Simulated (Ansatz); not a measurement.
Co

```yaml
crystal:
  lattice:
    - [-0.29868, -0.29868, 2.45810]
    - [-1.37810, 1.67678, -1.22905]
    - [-2.81198, -2.81198, -0.68201]
  atoms:
    - { symbol: Co, position: [0.33312, 0.66688, 0.75000] }
    - { symbol: Co, position: [0.66624, 0.33312, 0.25000] }
```

Space group P6₃/mmc; set up as Co, beta-Sn type; a generated structure, not necessarily the stable one; changed on purpose from its base cell (volume × 1.0); spin-polarised.

Method: DFT, PBE, plane waves (420 eV) with PAW, scalar-relativistic in Ansatz 0.2.0.

Core electrons are frozen (PAW), and the valence fields are smoothed inside the atomic spheres.

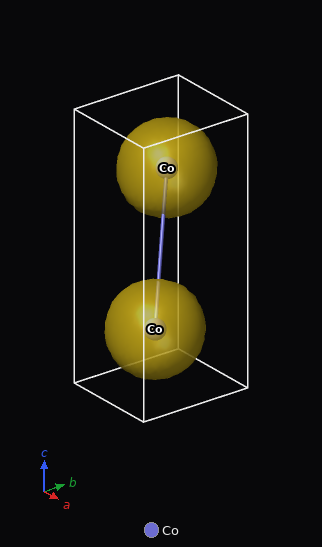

Figure 1. Isosurface of the spin density (up minus down) at +0.2 e/Å³ (yellow), seen slightly off an axis. Sticks mark near contacts.

Q: Describe the spin distribution.

A: The spin density sits on Co: +1.7 μB (×2) in one cell of 2 atoms: parallel main moments (a ferromagnetic arrangement) in this solution. The cell of the calculation (2 atoms) carries 3.2 μB of net spin moment.

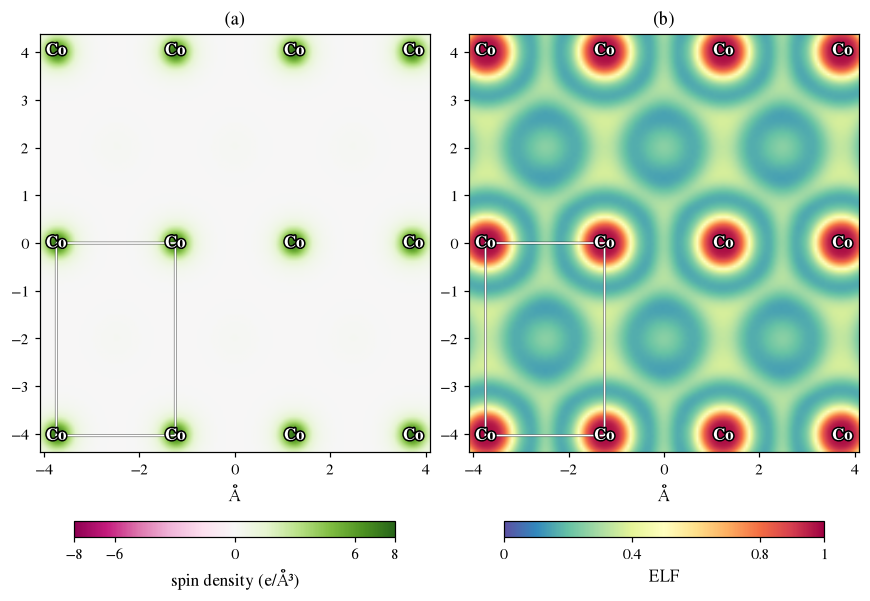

Figure 2. (a) spin density (up minus down); (b) ELF on the (100) plane of the conventional cell.

Q: Describe what can be read from this map.

A:
- Atoms in the plane: Co.
- Atoms just off the plane (Co, 0.7 Å away) can leave unmarked features too.
- Co–Co (2.49 Å): the ELF is about 0.25 at the midpoint (no shared electron pair shows on this line).
- The features right at Co lie inside the PAW spheres, where the map follows smoothed inner orbitals and isn't to be read closely.

Q: Metal or insulator at this level of theory?

A: It is gapless in this calculation (a metal or semimetal).
